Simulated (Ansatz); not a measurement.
P (4 atoms in the cell), run with Ansatz.

```
crystal:
  lattice:
    - [1.6612621615, -5.0957604091, 0.0]
    - [1.6612621615, 5.0957604091, 0.0]
    - [0.0, 0.0, 4.1668618004]
  atoms:
    - { symbol: P, position: [0.1063803446, 0.8936196554, 0.9280972036] }
    - { symbol: P, position: [0.6063803446, 0.3936196554, 0.5719027964] }
    - { symbol: P, position: [0.8936196554, 0.1063803446, 0.0719027964] }
    - { symbol: P, position: [0.3936196554, 0.6063803446, 0.4280972036] }
basis:
  ecutwfc: 420
kpoints:
  mp_grid: { grid: [1, 1, 1] }
hamiltonian:
  xc: pbe
  dispersion: d3bj
scf:
  occupations: { method: gaussian, width: 0.1 }
  max_iter: 50
output:
  forces: true
  eigenvalues: true
  stress: true
```

Command:
```bash
ansatz run input.yaml --threads 4 --pin off --max-ram 10240MiB --backend cpu --events-out ev --progress --plain --runs-dir out
```

What does the convergence history look like?

Answer. Converged, in 7 iterations. The residual falls at every step. The input holds a fault (one k-point for a small cell). The SCF closed all the same, which doesn't make the results meaningful for the real system.

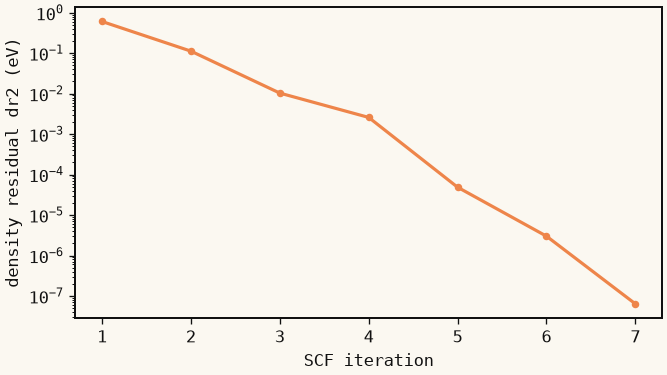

SCF iterations of a calculation: density residual dr2. The starting density is a sum of atomic densities corrected by a trained network.
